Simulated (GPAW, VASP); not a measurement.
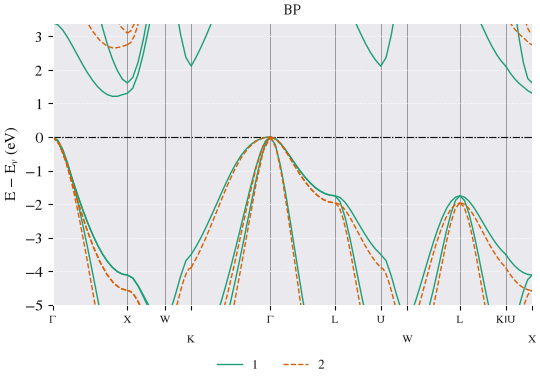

Band structures of zincblende BP, space group F-43m (No. 216), 2 atoms in the primitive cell (cubic a = 4.538 Å), by two methods on the same cell. Each is counted from its own valence-band top.

Q: Which curve is which? The methods: C09-vdW (GPAW), PBE0 (VASP).

A: 1 is C09-vdW (GPAW); 2 is PBE0 (VASP). C09-vdW (GPAW) gives a gap of 1.21 eV along the path and PBE0 (VASP) gives a gap of 2.65 eV along the path.

Settings. C09-vdW (GPAW): GPAW PAW data sets (gpaw-data 1.2.1), no spin polarisation, no spin-orbit coupling, 10×10×10 k mesh, 800 eV cutoff, Fermi-Dirac smearing of 0.05 eV (GPAW). PBE0 (VASP): VASP PAW PBE potentials, release 64 (P, B), no spin polarisation, no spin-orbit coupling, 8×8×8 k mesh, 520 eV cutoff, Gaussian smearing of 0.02 eV (VASP).

The two runs differ in program as well. The PAW data sets were made with another functional. LDA, GGA and most meta-GGA functionals understate gaps.
